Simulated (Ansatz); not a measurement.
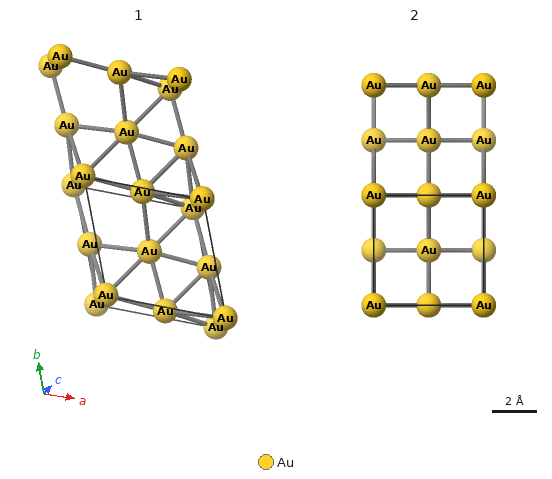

Two geometries of a crystal of Au (a generated structure, set up in I4_1/amd), drawn at one scale. One is the start of a relaxation, the other its converged end. The picture is a ball-and-stick view of the conventional cell (2 times the calculation's cell), repeated 1 × 2 × 1 with one cell outlined, seen along the c axis. Lengths and directions refer to the drawn axes.

Computed with DFT, revPBE, plane waves (420 eV) with PAW, scalar-relativistic (Ansatz 0.2.0). (plane-wave cutoff 420 eV; k-point mesh 13 × 13 × 9; occupations fermi dirac; smearing width 0.1 eV; no spin polarisation; cell and atoms relaxed; force threshold 0.01 eV/Å; at most 60 steps)

Q: Which of the two is the end point?

A: Structure 1 is the relaxed one. Phase: beta-Sn type. The largest moves relative to the cell, 0.070 Å, are those of Au atoms. The drawn cell changes as follows: a = b 5.072 → 5.655 Å (+11.5 %), c 2.769 → 2.844 Å (+2.7 %), α 90.0° → 75.4°, β 90.0° → 75.4°, γ 90.0° → 110.2°; the volume changes by +7.7 %. Some distances before and after: Au–Au 3.844 → 2.908 Å, Au–Au 2.629 → 2.980 Å, Au–Au 3.278 → 2.980 Å, Au–Au 2.629 → 2.856 Å. The space group (tolerance 0.01 Å) goes from I4_1/amd (No. 141) to Cmcm (No. 63). After 20 accepted moves (25 points after the start) the energy has fallen by 240 meV per atom. Largest force component: 0.0002 eV/Å at the start, under 0.0001 eV/Å at the end. Pressure: 19.03 GPa at the start and −0.01 GPa at the end. The line search rejected the trial steps at points 10, 14, 21 of the run. The SCF was repeated twice at an unchanged geometry on a basis and grid sized afresh for the cell, which shifted the energy by 30.7 meV per atom at most.
